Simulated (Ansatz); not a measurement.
# Ti5Al4 (slab): what the fields show

Input file:

```
crystal:
  lattice:
    - [3.952951199, 0.0, 0.0]
    - [0.0, 4.038740475, 0.0]
    - [0.0, 0.0, 24.9294267985]
  atoms:
    - { symbol: Ti, position: [0.5, 0.0, 0.3409625126] }
    - { symbol: Al, position: [0.0, 0.5, 0.3409625126] }
    - { symbol: Ti, position: [0.0, 0.0, 0.4202453463] }
    - { symbol: Al, position: [0.5, 0.5, 0.4202453463] }
    - { symbol: Ti, position: [0.5, 0.0, 0.4989077285] }
    - { symbol: Al, position: [0.0, 0.5, 0.5005150153] }
    - { symbol: Ti, position: [0.0, 0.0, 0.5755352557] }
    - { symbol: Al, position: [0.5, 0.5, 0.5780257635] }
    - { symbol: Ti, position: [0.5, 0.5, 0.6911450912], spin: 2.0 }
basis:
  ecutwfc: 420
kpoints:
  mp_grid: { grid: [7, 7, 1] }
hamiltonian:
  xc: pbesol
scf:
  occupations: { method: gaussian, width: 0.1 }
output:
  forces: true
  eigenvalues: true
  populations: true
  write_density: true
  write_potential: true
  elf: true
  volumetric_format: npy
magnetization:
  spin_polarized: true
relax:
  adjacent_minimum: "off"
  f_tol: 0.03
  max_steps: 70
  constraints: [{ sites: [0, 1, 2, 3] }]
efield:
  axis: 3
  dipole_correction: true
  ramp_width: 0.04
```

Command:

```sh
ansatz run input.yaml --threads 1 --pin off --max-ram 2560MiB --backend cpu --events-out ev --progress --plain --runs-dir out
```

The fields are those of the relaxed geometry.

Spin-polarised.

These are results of Ansatz 0.2.0, DFT PBEsol, scalar-relativistic, plane waves, PAW, not measurements.

In a PAW calculation such maps are meaningful between the atoms, not at the nuclei.

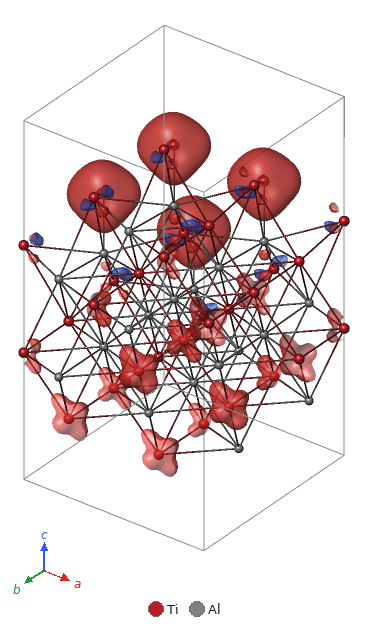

Figure 1. Isosurfaces of the spin density (up minus down) at +0.05 (red) and −0.05 e/Å³ (blue), seen at an oblique angle. Sticks mark near contacts.

Describe the spin distribution.

Answer. The spin density sits on Ti: +1.3 μB in one cell of 9 atoms: with much of the spin spread outside that site. The cell of the calculation (9 atoms) carries 2.6 μB of net spin moment.

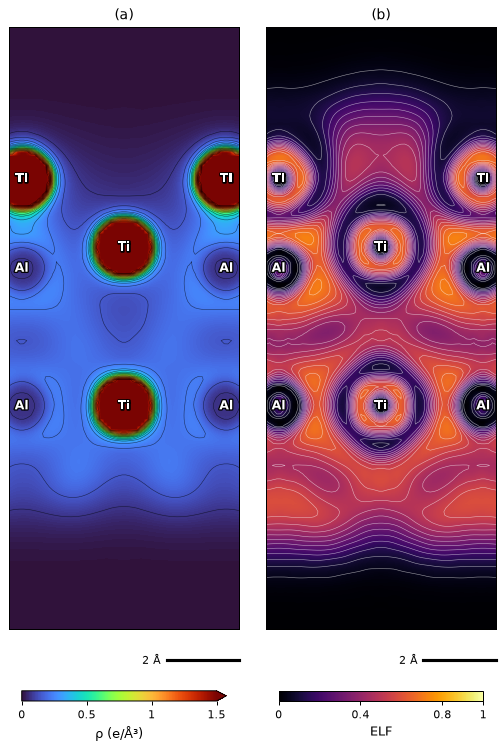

Figure 2. (a) valence electron density; (b) ELF on the (11̄0) plane of the calculation cell, a cut from vacuum to vacuum.

What does the map show?

Answer. Atoms in the plane: Ti and Al. Ti–Al (2.47 Å): ρ at the midpoint is about 0.34 e/Å³; the ELF is about 0.45 at the midpoint. Ti–Al (2.83 Å): the density is about 0.2 e/Å³ at the midpoint; the ELF is about 0.35 at the midpoint. The density dies away to nearly zero in the vacuum. The features right at Ti lie inside the PAW spheres, where the map follows smoothed inner orbitals and isn't to be read closely.

Metal or insulator at this level of theory?

Answer. It is metallic or semimetallic at this level of theory: no gap opens.
